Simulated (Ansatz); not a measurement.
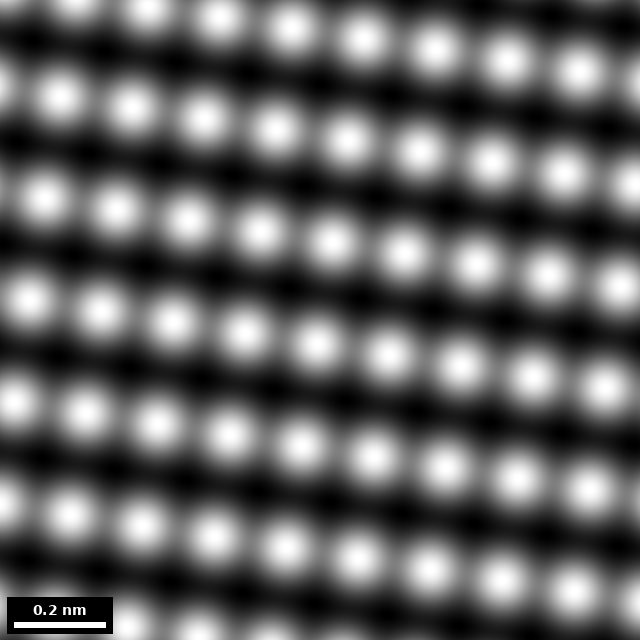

HAADF-like image of Co. The image is simulated as a sum over atoms of Z^1.6, blurred by a 1.08 Å probe (no channelling). The display is stretched by a gamma of 0.8; percentages refer to the linear signal.

What two-dimensional lattice does the image show, and how large is its cell?

The pattern repeats on a rectangular net of 1.6 × 2.3 Å.

What is the plane group of the image?

p2mm: mirror lines in two perpendicular directions, with twofold points where they cross.

How many columns does the smallest repeating cell hold, and how many levels of brightness?

1 column in the primitive cell of 3.6 Å², all of one brightness.

The crystal is Co (Pm-3m, No. 221) seen along [110]. Structure used: the geometry relaxed with DFT, r2SCAN, plane waves (500 eV) with PAW, scalar-relativistic in Ansatz 0.2.0; the starting structure was generated, so it need not be a known form of this composition.
